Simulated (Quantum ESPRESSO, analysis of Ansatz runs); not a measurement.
# HfO2 (P2_1/c), nudged elastic band: V_O hop (2.6 Å) (q = +2) (Quantum ESPRESSO)

Aim: the barrier of one jump in HfO2 (P2_1/c) at charge +2: V_O hop (2.6 Å). The model is a cell of 48 host atoms with 1 O taken out; O is the atom that moves.

Calculated with Quantum ESPRESSO 7.5; Quantum ESPRESSO plane-wave DFT, PBEsol, GBRV 1.5 PBEsol potentials; nudged elastic band between two relaxed defect structures at fixed charge in a uniform background.

## (1) Set-up

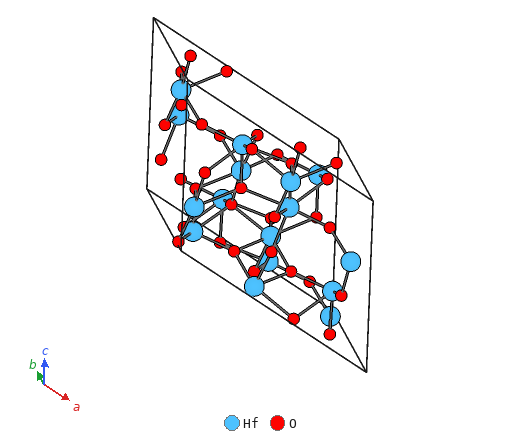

The starting structure, seen slightly off an axis (hafnium blue, oxygen red). Bonds to atoms that aren't drawn are left out. Some periodic images of atoms are drawn too.

The cell holds 47 atoms: 16 Hf and 31 O. Its edges and angles: a = 9.411 Å, b = 8.427 Å, c = 9.411 Å, α = 110.9°, β = 113.5°, γ = 108.4°. It derives from HfO2 (space group P2_1/c). Nearest the centre at fractional (0.490, 0.339, 0.598): O17 at 1.29 Å, Hf10 at 1.73 Å, Hf15 at 1.74 Å, O37 at 2.55 Å, O36 at 2.67 Å, O25 at 2.84 Å, O32 at 2.93 Å, O24 at 2.95 Å. The cell carries charge +2.

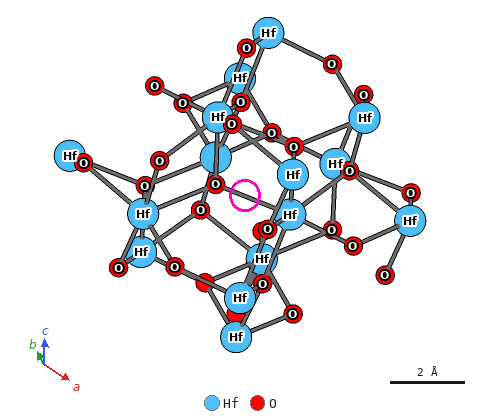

The atoms within 5 Å of the centre. A ring marks the centre wherever it is empty.

The cell's shortest repeat is 8.4 Å.

## (2) Relaxation of the start point, charge +2

The ends come first: from an unrelaxed start the top is counted from too high an energy, and the barrier comes out too low. Small random displacements break the symmetry of the ideal sites, so that the defect can distort if it gains by it. The charge of +2 is set by the electron count, and a uniform background keeps the cell neutral.

pw.in reads:

```
&CONTROL
  calculation = 'relax'
  prefix = 'pwscf'
  outdir = './tmp'
  pseudo_dir = './pseudo'
  tprnfor = .true.
  disk_io = 'low'
  nstep = 70
  forc_conv_thr = 0.0012
  etot_conv_thr = 0.0001
/
&SYSTEM
  ibrav = 0
  nat = 47
  ntyp = 2
  ecutwfc = 36
  ecutrho = 288
  nbnd = 192
  occupations = 'fixed'
  tot_charge = 2
  nosym = .true.
/
&ELECTRONS
  conv_thr = 5d-08
  electron_maxstep = 100
  mixing_beta = 0.5
/
&IONS
  ion_dynamics = 'bfgs'
/
ATOMIC_SPECIES
Hf   178.4900 hf_pbesol_v1.uspp.F.UPF
O     15.9990 o_pbesol_v1.2.uspp.F.UPF
CELL_PARAMETERS angstrom
  -5.9416700219    5.1632183080    5.1583953540
   4.2040263251   -5.1632183080    5.1655566081
   5.9416700219    5.1632183080   -5.1583953540
ATOMIC_POSITIONS crystal
Hf     0.0826846387    0.4926019833    0.8675515790
Hf     0.0797020459    0.9883372062    0.3643934936
Hf     0.5844084282    0.4915541547    0.3702292635
Hf     0.5826846387    0.9926019833    0.8675515790
Hf     0.3719733557    0.2576241936    0.8375144900
Hf     0.3749495956    0.7573980167    0.3400826553
Hf     0.8749495956    0.2573980167    0.3400826553
Hf     0.8727530569    0.7575715318    0.8368622624
Hf     0.4142084970    0.0041939058    0.1319216287
Hf     0.4176581380    0.5052157119    0.6294133870
Hf     0.9173153613    0.0073980167    0.6324484210
Hf     0.9173153613    0.5073980167    0.1324484210
Hf     0.1258745819    0.2406378475    0.1619763487
Hf     0.1250504044    0.7426019833    0.6599173447
Hf     0.6273286955    0.2431507350    0.6584294075
Hf     0.6250504044    0.7426019833    0.1599173447
O      0.3651648285    0.2144150034    0.5958071646
O      0.3615726824    0.7141022888    0.0938855746
O      0.8615726824    0.2141022888    0.0938855746
O      0.8628575047    0.7139120091    0.5972595581
O      0.3797832858    0.0358977112    0.8974703936
O      0.3780980652    0.5327712991    0.3935088151
O      0.8797832858    0.0358977112    0.3974703936
O      0.8780389939    0.5318234312    0.8968180592
O      0.1409367707    0.2880637681    0.4053501790
O      0.1384273176    0.7858977112    0.9061144254
O      0.6404139887    0.2845271708    0.9082823544
O      0.6384273176    0.7858977112    0.4061144254
O      0.1202167142    0.4641022888    0.1025296064
O      0.1239705204    0.9647498954    0.6042347896
O      0.6202167142    0.9641022888    0.1025296064
O      0.3407351147    0.2095474814    0.2102702533
O      0.3375320021    0.7008740207    0.7057614505
O      0.8377849421    0.2012726569    0.7041840563
O      0.8393410070    0.7053133674    0.2074563250
O      0.5046151772    0.0444849361    0.3828068375
O      0.5040594990    0.5471692818    0.8830046995
O      1.0021429576    0.0446866326    0.8840276395
O      1.0021429576    0.5446866326    0.3840276395
O      0.1606589930    0.2946866326    0.7925436750
O      0.1572755528    0.7944572419    0.2900624844
O      0.6597002024    0.2926785333    0.2886661453
O      0.6597530557    0.7904402322    0.7909110184
O     -0.0021429576    0.4553133674    0.6159723605
O     -0.0025639609    0.9576501063    0.1142311242
O      0.4978570424    0.4553133674    0.1159723605
O      0.4981002126    0.9575238890    0.6141052068
K_POINTS gamma
```

Run with:

```
$ OMP_NUM_THREADS=1 mpirun -n 4 pw.x -in pw.in > pw.out
```

The program printed:

```text
[shortened: banners, details of potentials and solvers, and blank lines are left out]
     gamma-point specific algorithms are used
     one sub-group per band group will be used
     scalapack distributed-memory algorithm (size of sub-group:  2*  2 procs)
     bravais-lattice index     =            0
     lattice parameter (alat)  =      17.7847  a.u.
     unit-cell volume          =    3650.0307 (a.u.)^3
     number of atoms/cell      =           47
     number of atomic types    =            2
     number of electrons       =       376.00
     number of Kohn-Sham states=          192
     kinetic-energy cutoff     =      36.0000  Ry
     charge density cutoff     =     288.0000  Ry
     scf convergence threshold =      5.0E-08
     mixing beta               =       0.5000
     number of iterations used =            8  plain     mixing
     energy convergence thresh.=      1.0E-04
     force convergence thresh. =      1.2E-03
     Exchange-correlation= SLA  PW   PSX  PSC
                           (   1   4  10   8   0   0   0)
     nstep                     =           70
     crystal axes: (cart. coord. in units of alat)
               a(1) = (  -0.631338   0.548623   0.548110 )
               a(2) = (   0.446703  -0.548623   0.548871 )
               a(3) = (   0.631338   0.548623  -0.548110 )
     PseudoPot. # 1 for Hf read from file:
     hf_pbesol_v1.uspp.F.UPF
     Pseudo is Ultrasoft + core correction, Zval = 12.0
[...]
PseudoPot. # 2 for O  read from file:
     o_pbesol_v1.2.uspp.F.UPF
     Pseudo is Ultrasoft + core correction, Zval =  6.0
[...]
atomic species   valence    mass     pseudopotential
     Hf               12.00   178.49000     Hf( 1.00)
     O                 6.00    15.99900     O ( 1.00)
     No symmetry found
     site n.     atom                  positions (alat units)
         1        Hf     tau(   1) = (   0.7155632   0.2510686  -0.1598186  )
         2        Hf     tau(   2) = (   0.6212298  -0.2985835   0.3864277  )
         3        Hf     tau(   3) = (   0.0843593   0.2540582   0.3871939  )
         4        Hf     tau(   4) = (   0.6232457   0.2510686   0.3886723  )
         5        Hf     tau(   5) = (   0.4089954   0.5222142  -0.1137654  )
         6        Hf     tau(   6) = (   0.3163192  -0.0232428   0.4348250  )
         7        Hf     tau(   7) = (  -0.2227014   0.5253801   0.4344446  )
         8        Hf     tau(   8) = (   0.3157503   0.5223131   0.4354815  )
[...]
number of k points=     1
                       cart. coord. in units 2pi/alat
        k(    1) = (   0.0000000   0.0000000   0.0000000), wk =   2.0000000
     Dense  grid:   150556 G-vectors     FFT dimensions: ( 100,  90, 100)
     Smooth grid:    53237 G-vectors     FFT dimensions: (  72,  64,  72)
     Check: negative core charge=   -0.000005
     starting charge     345.9999, renormalised to     376.0000
     Self-consistent Calculation
     iteration #  1     ecut=    36.00 Ry     beta= 0.50
     total energy              =   -3542.56471991 Ry
     estimated scf accuracy    <      15.52246005 Ry
     iteration #  2     ecut=    36.00 Ry     beta= 0.50
     total energy              =   -3544.20892162 Ry
     estimated scf accuracy    <       3.92618770 Ry
     iteration #  3     ecut=    36.00 Ry     beta= 0.50
     total energy              =   -3544.87004094 Ry
     estimated scf accuracy    <       1.29834485 Ry
[...]
estimated scf accuracy    <       0.00002457 Ry
[... 230 further cycles ...]
     iteration #  6     ecut=    36.00 Ry     beta= 0.50
     total energy              =   -3545.29961078 Ry
     estimated scf accuracy    <          7.5E-09 Ry
     iteration #  7     ecut=    36.00 Ry     beta= 0.50
     total energy              =   -3545.29961078 Ry
     estimated scf accuracy    <          2.5E-09 Ry
     iteration #  8     ecut=    36.00 Ry     beta= 0.50
     End of self-consistent calculation
          k = 0.0000 0.0000 0.0000 (  6643 PWs)   bands (ev):
   -49.5053 -49.3243 -49.3199 -49.3158 -49.3040 -49.3027 -49.2932 -49.2830
   -49.2558 -49.2362 -49.2289 -49.2258 -49.2142 -49.1635 -49.1546 -49.1476
   -18.5429 -18.5277 -18.4360 -18.4241 -18.3850 -18.3700 -18.3471 -18.3312
   -18.3261 -18.3132 -18.2832 -18.2758 -18.2713 -18.2524 -18.2445 -18.2185
   -18.2051 -18.1888 -18.1851 -18.1692 -18.1556 -18.1309 -18.1206 -18.1095
   -18.0908 -18.0796 -18.0497 -18.0438 -18.0321 -18.0069 -17.9938 -17.9891
   -17.9749 -17.9559 -17.9484 -17.9365 -17.9223 -17.9211 -17.9121 -17.8985
   -17.8900 -17.8749 -17.8670 -17.8611 -17.8490 -17.8411 -17.8193 -17.7904
[...]
highest occupied, lowest unoccupied level (ev):    10.9136   14.0475
!    total energy              =   -3545.29961078 Ry
     estimated scf accuracy    <          1.1E-10 Ry
     The total energy is the sum of the following terms:
     one-electron contribution =    -573.35856881 Ry
     hartree contribution      =     502.45890562 Ry
     xc contribution           =   -1430.00585077 Ry
     ewald contribution        =   -2044.39409683 Ry
     convergence has been achieved in   8 iterations
     Forces acting on atoms (cartesian axes, Ry/au):
     atom    1 type  1   force =     0.00079064    0.00014919    0.00054859
     atom    2 type  1   force =    -0.00008513   -0.00012550   -0.00008660
     atom    3 type  1   force =     0.00007550   -0.00051577   -0.00024947
     atom    4 type  1   force =    -0.00040868    0.00050742    0.00042252
     atom    5 type  1   force =     0.00003935   -0.00009885   -0.00077876
     atom    6 type  1   force =     0.00003696    0.00042086   -0.00028767
     atom    7 type  1   force =    -0.00014576    0.00021954    0.00055598
     atom    8 type  1   force =     0.00000192   -0.00049783   -0.00001801
[...]
Total force =     0.005175     Total SCF correction =     0.000022
     Energy error            =      6.7E-05 Ry
     Gradient error          =      1.4E-03 Ry/Bohr
     number of scf cycles    =  29
     number of bfgs steps    =  28
     energy             old  =   -3545.2995432854 Ry
     energy             new  =   -3545.2996107782 Ry
     CASE: energy            _new < energy            _old
     new trust radius        =       0.0070499664 bohr
     new conv_thr            =       0.0000000005 Ry
ATOMIC_POSITIONS (crystal)
Hf               0.0807521737        0.4883844194        0.8624705305
Hf               0.0854365252        0.9949829373        0.3706547095
Hf               0.5807917646        0.4910151014        0.3495403809
Hf               0.5857391749        0.9934894490        0.8728644770
Hf               0.3756141343        0.2576163827        0.8361578956
Hf               0.3719722140        0.7519797290        0.3347260107
Hf               0.8740000751        0.2578682646        0.3423170179
Hf               0.8948227371        0.7796512624        0.8611107447
[...]
Check: negative core charge=   -0.000004
     Self-consistent Calculation
     iteration #  1     ecut=    36.00 Ry     beta= 0.50
     total energy              =   -3545.29964031 Ry
     estimated scf accuracy    <       0.00004863 Ry
     iteration #  2     ecut=    36.00 Ry     beta= 0.50
     total energy              =   -3545.29964595 Ry
     estimated scf accuracy    <       0.00000699 Ry
     iteration #  3     ecut=    36.00 Ry     beta= 0.50
     total energy              =   -3545.29964719 Ry
     estimated scf accuracy    <       0.00000113 Ry
[...]
estimated scf accuracy    <       0.00000010 Ry
     iteration #  5     ecut=    36.00 Ry     beta= 0.50
     total energy              =   -3545.29964736 Ry
     estimated scf accuracy    <       0.00000002 Ry
     iteration #  6     ecut=    36.00 Ry     beta= 0.50
     total energy              =   -3545.29964736 Ry
     estimated scf accuracy    <          2.5E-09 Ry
     iteration #  7     ecut=    36.00 Ry     beta= 0.50
     End of self-consistent calculation
          k = 0.0000 0.0000 0.0000 (  6643 PWs)   bands (ev):
   -49.5071 -49.3227 -49.3195 -49.3141 -49.3064 -49.3030 -49.2943 -49.2835
   -49.2567 -49.2351 -49.2269 -49.2238 -49.2130 -49.1613 -49.1559 -49.1457
   -18.5426 -18.5279 -18.4358 -18.4236 -18.3849 -18.3699 -18.3466 -18.3307
   -18.3256 -18.3131 -18.2829 -18.2754 -18.2709 -18.2520 -18.2440 -18.2186
   -18.2048 -18.1888 -18.1848 -18.1690 -18.1554 -18.1306 -18.1202 -18.1091
   -18.0908 -18.0788 -18.0496 -18.0428 -18.0319 -18.0068 -17.9938 -17.9893
   -17.9748 -17.9559 -17.9479 -17.9361 -17.9211 -17.9208 -17.9120 -17.8981
   -17.8894 -17.8754 -17.8665 -17.8604 -17.8490 -17.8400 -17.8185 -17.7898
[...]
highest occupied, lowest unoccupied level (ev):    10.9137   14.0483
!    total energy              =   -3545.29964736 Ry
     estimated scf accuracy    <          3.4E-10 Ry
     The total energy is the sum of the following terms:
     one-electron contribution =    -573.34716467 Ry
     hartree contribution      =     502.45636822 Ry
     xc contribution           =   -1430.00683379 Ry
     ewald contribution        =   -2044.40201712 Ry
     convergence has been achieved in   7 iterations
     Forces acting on atoms (cartesian axes, Ry/au):
     atom    1 type  1   force =     0.00046156    0.00017946    0.00081987
     atom    2 type  1   force =    -0.00032536   -0.00027950   -0.00010320
     atom    3 type  1   force =     0.00007804   -0.00027846   -0.00019227
     atom    4 type  1   force =    -0.00024771    0.00017004    0.00016637
     atom    5 type  1   force =     0.00006365    0.00002859   -0.00052658
     atom    6 type  1   force =     0.00003691    0.00007304   -0.00018895
     atom    7 type  1   force =    -0.00004306    0.00006414   -0.00012758
     atom    8 type  1   force =     0.00008458   -0.00046531    0.00056642
[...]
Total force =     0.003840     Total SCF correction =     0.000055
     Energy error            =      3.7E-05 Ry
     Gradient error          =      8.4E-04 Ry/Bohr
     bfgs converged in  30 scf cycles and  29 bfgs steps
     (criteria: energy <  1.0E-04 Ry, force <  1.2E-03 Ry/Bohr)
     End of BFGS Geometry Optimization
     Final energy             =   -3545.2996473624 Ry
Begin final coordinates
ATOMIC_POSITIONS (crystal)
Hf               0.0807521737        0.4883844194        0.8624705305
Hf               0.0854365252        0.9949829373        0.3706547095
Hf               0.5807917646        0.4910151014        0.3495403809
Hf               0.5857391749        0.9934894490        0.8728644770
Hf               0.3756141343        0.2576163827        0.8361578956
Hf               0.3719722140        0.7519797290        0.3347260107
Hf               0.8740000751        0.2578682646        0.3423170179
Hf               0.8948227371        0.7796512624        0.8611107447
[...]
End final coordinates
   JOB DONE.
```

The job ended after 8.2 min (4 MPI ranks of Arm Neoverse V2, shared host; peak memory 1.4 GiB; 33 min of CPU time).

The steps of the relaxation (22 of 30):

```
step  energy less that of the first step (eV)
   0                                   0.0000
   1                                  -1.7290
   3                                  -2.5814
   4                                  -2.7104
   6                                  -2.7823
   7                                  -2.7973
   8                                  -2.8106
  10                                  -2.8283
  11                                  -2.8344
  12                                  -2.8396
  14                                  -2.8489
  15                                  -2.8538
  17                                  -2.8642
  18                                  -2.8694
  19                                  -2.8743
  21                                  -2.8826
  22                                  -2.8862
  23                                  -2.8895
  25                                  -2.8947
  26                                  -2.8967
  28                                  -2.8991
  29                                  -2.8996
```

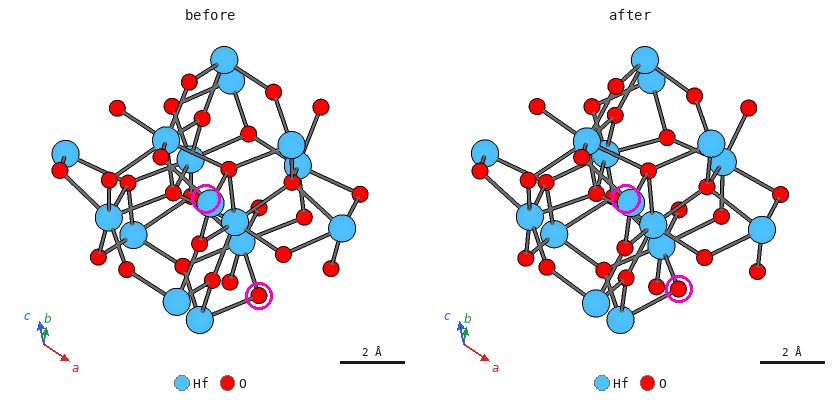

Before and after: the atoms that start within 5 Å of the centre. O42, which moves most, is ringed if it is among them. A ring with no atom in it marks the empty centre.

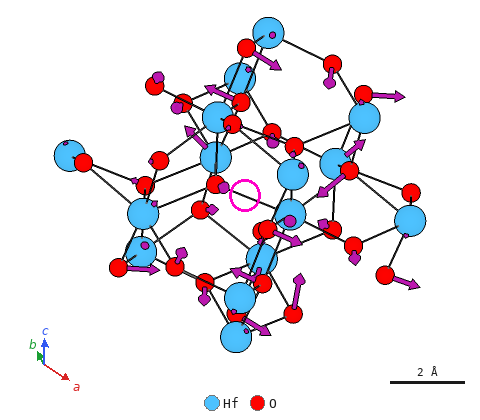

Displacements in the relaxation near the centre, exaggerated; the longest in the cell stands for 0.34 Å. A ring marks the centre wherever it is empty.

The atoms that moved most (Å):

```
atom      dx      dy      dz  length
 O42   0.203   0.219  -0.170   0.344
 O24  -0.113  -0.267  -0.006   0.290
 O47  -0.140   0.221   0.033   0.263
 O35  -0.106  -0.164   0.157   0.250
 O45  -0.044   0.193   0.151   0.249
 O46  -0.147   0.123   0.157   0.248
 O39   0.118  -0.173  -0.132   0.248
 O37   0.118  -0.145  -0.148   0.239
```

Neighbours of O17 at the end:

```
atom  distance (Å)
Hf15         2.188
 Hf5         2.198
 Hf2         2.208
Hf10         2.223
 O37         2.528
 O25         2.605
 O27         2.735
 O30         2.760
 O36         2.801
```

Read from the output:

```yaml
highest_filled_level: 10.91 eV
lowest_empty_level: 14.05 eV
r_m_s_move_of_the_farther_half_of_the_atoms: 0.1230 Å
largest_move_from_the_ideal_geometry_of_this_structure_a_common_shift_of_the_far_atoms_taken_out: 0.3234 Å
```

The relaxation gained 2.900 eV and ended with a largest force component of 0.022 eV/Å.

(Continued in part 2 of 3.)

[Logs are printed without paths, hosts, clocks, repeated set-up lines and the standing remarks that a program may print on its own settings, such as how far it seeks lower states.]

[Hosts, paths, dates, database ids (printed as entryN), source tags and the programs' standing remarks are cut or masked in the printed files.]
